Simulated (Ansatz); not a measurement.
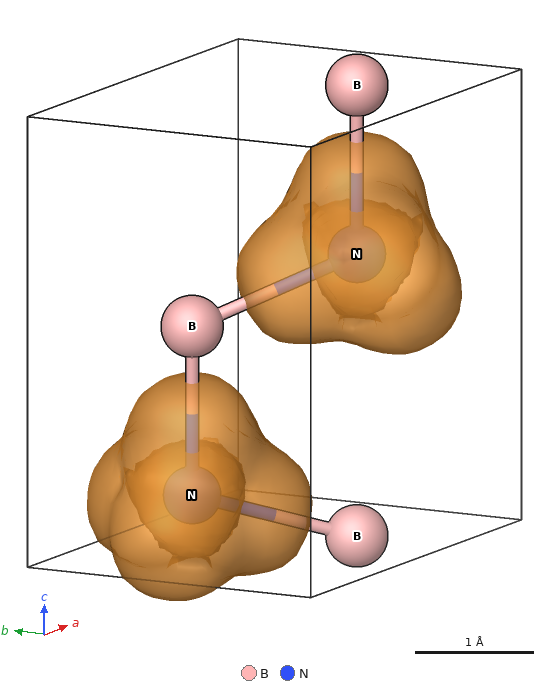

Figure 1: BN. Isosurface of the ELF at 0.7 (orange), seen at an oblique angle. Only the valence region is drawn (cores and ρ < 0.01 e/Å³ removed). Sticks mark near contacts.

Space group P6₃mc; a structure from a database of computed crystals, not necessarily the ambient phase; computed pressure about 22 GPa in this cell.

Level of theory: DFT PBE, scalar-relativistic, plane waves, PAW in Ansatz.

In a PAW calculation such maps are meaningful between the atoms, not at the nuclei.

> What do the ELF domains correspond to?

The ELF exceeds this value in two regions on N in which the atom's valence shell and bonds are merged, counted in one cell of 4 atoms. Any copies at cell faces, edges or corners count once.

Values along the shortest contacts:
B–N (1.54 Å): the ELF peaks at about 0.95 between the atoms: a polar covalent bond.

> Does the calculation give a band gap?

It is gapped, with a Kohn–Sham gap of 5.1 eV on the k-point mesh (the band edges may lie off the mesh, which would make the gap smaller).
